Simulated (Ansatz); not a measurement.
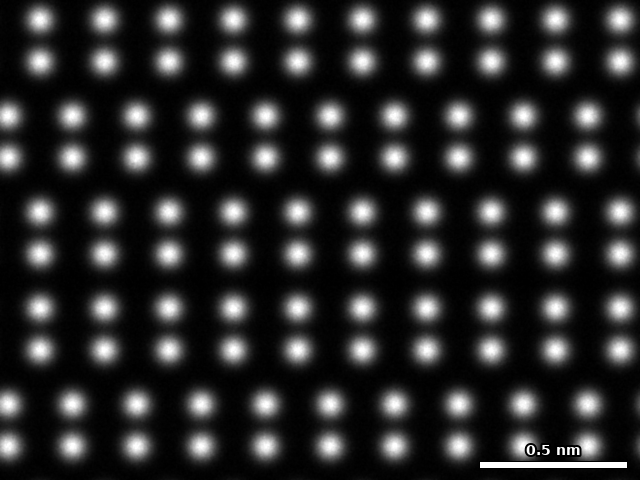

Z-contrast image of Pt (Cmcm, No. 63) along [101]. The image is simulated as a sum over atoms of Z^1.7, blurred by a 0.70 Å probe (no channelling). The probe carries 15 % of its weight in a tail 2.5 times as wide. Shot noise was added.

One planar defect was built into the perfect crystal by geometry alone, without relaxation. Host structure: the end point of a relaxation with DFT, RPBE, plane waves (420 eV) with PAW, scalar-relativistic (Ansatz 0.2.0); the starting structure was generated, so it need not be a known form of this composition.

### Find the planar defect and say what kind it is.

A planar fault (a stacking fault) runs horizontally about 10 Å below the top edge. The part above it is shifted along the boundary by 1/2 of the 2.22 Å repeat of the rows (1.1 Å to the right, the same as to the left); both parts keep the same orientation.
